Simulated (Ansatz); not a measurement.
Al₂GaN₃

```cif
data_structure
_symmetry_space_group_name_H-M 'P 1'
_symmetry_Int_Tables_number 1
_cell_length_a 11.2567
_cell_length_b 3.0730
_cell_length_c 7.5151
_cell_angle_alpha 90.000
_cell_angle_beta 104.426
_cell_angle_gamma 90.000
_cell_volume 251.77
loop_
_atom_site_label
_atom_site_type_symbol
_atom_site_fract_x
_atom_site_fract_y
_atom_site_fract_z
_atom_site_occupancy
Al1 Al 0.55576 0.50000 0.61115 1
Al2 Al 0.05576 0.00000 0.61115 1
Al3 Al 0.61133 0.50000 0.22441 1
Al4 Al 0.11133 0.00000 0.22441 1
Al5 Al 0.77701 0.00000 0.55663 1
Al6 Al 0.27701 0.50000 0.55663 1
Al7 Al 0.94655 0.50000 0.88807 1
Al8 Al 0.44655 0.00000 0.88807 1
Ga1 Ga 0.72318 0.00000 0.94298 1
Ga2 Ga 0.22318 0.50000 0.94298 1
Ga3 Ga 0.89036 0.50000 0.27880 1
Ga4 Ga 0.39036 0.00000 0.27880 1
N1 N 0.85151 0.00000 0.81243 1
N2 N 0.35151 0.50000 0.81243 1
N3 N 0.51717 0.00000 0.14511 1
N4 N 0.01717 0.50000 0.14511 1
N5 N 0.68045 0.50000 0.48229 1
N6 N 0.18045 0.00000 0.48229 1
N7 N 0.73619 0.50000 0.09912 1
N8 N 0.23619 0.00000 0.09912 1
N9 N 0.90518 0.00000 0.43615 1
N10 N 0.40518 0.50000 0.43615 1
N11 N 0.56995 0.00000 0.75805 1
N12 N 0.06995 0.50000 0.75805 1
```

Space group Cm; a structure from a database of computed crystals, not necessarily the ambient phase; changed on purpose from its base cell (biaxial strain in the a-b plane, c and atoms relaxed: -2.0 %); computed pressure about 5 GPa in this cell.

Method: DFT PBEsol, scalar-relativistic, plane waves, PAW in Ansatz.

The density is the valence pseudo-density of a PAW calculation; it isn't the true density close to the nuclei.

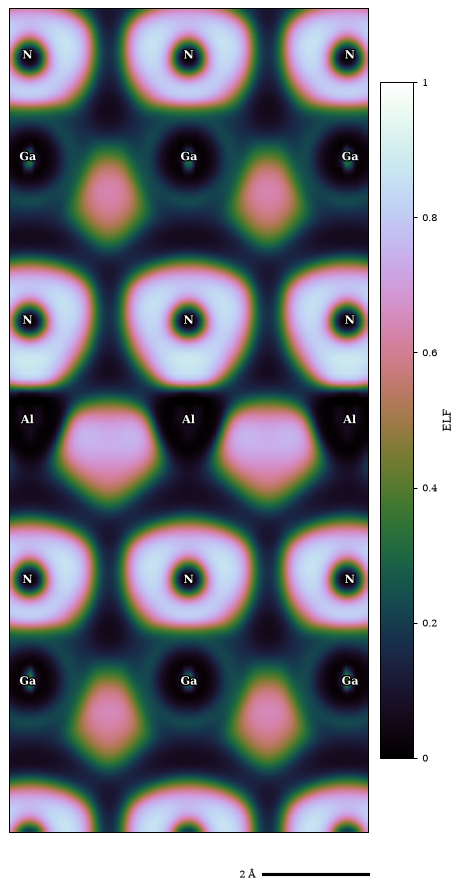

Figure 1. ELF on the (101) plane of the conventional cell.

> Interpret the plot.

Atoms in the plane: Al, Ga and N.
Atoms just off the plane (Al, 0.9 Å away and N, 0.9 Å away) can leave unmarked features too.
Al–N (1.89 Å): the ELF peaks at about 0.90 in the valence shell of N, 0.8 Å from its nucleus, and is about 0.85 at the midpoint.
Ga–N (1.94 Å): the ELF peaks at about 0.80 in the valence shell of N, 0.7 Å from its nucleus, and is about 0.45 at the midpoint.

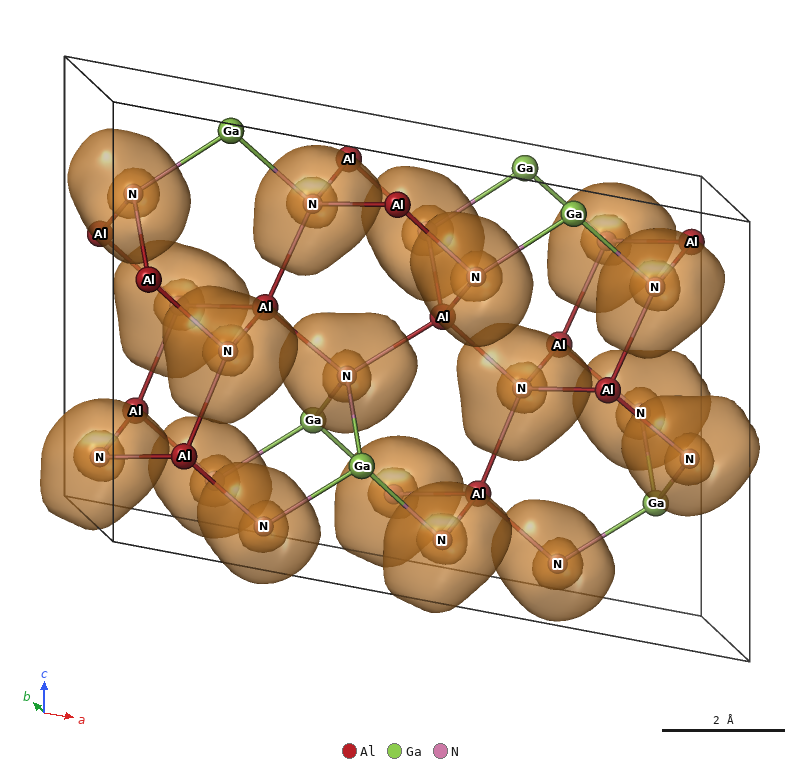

Figure 2. Isosurface of the electron localisation function at 0.65 (orange), seen slightly off an axis. Only the valence region is drawn (cores and ρ < 0.01 e/Å³ removed). Sticks mark near contacts.

> Identify the bonds, lone pairs and shells in this picture.

The ELF exceeds this value in twelve regions on N in which the atom's valence shell and bonds are merged, counted in one cell of 24 atoms. Regions shared between cells count once. Profiles from the grid: Al–N (1.87 Å): the ELF peaks at about 0.90 between the atoms, as expected for a polar covalent bond. Ga–N (1.92 Å): the ELF peaks at about 0.85 in the valence shell of N, 0.7 Å from its nucleus, and is about 0.50 at the midpoint.

> Does the calculation give a band gap?

It is gapped, with a Kohn–Sham gap of 3.3 eV on the k-point mesh (the band edges may lie off the mesh, which would make the gap smaller).
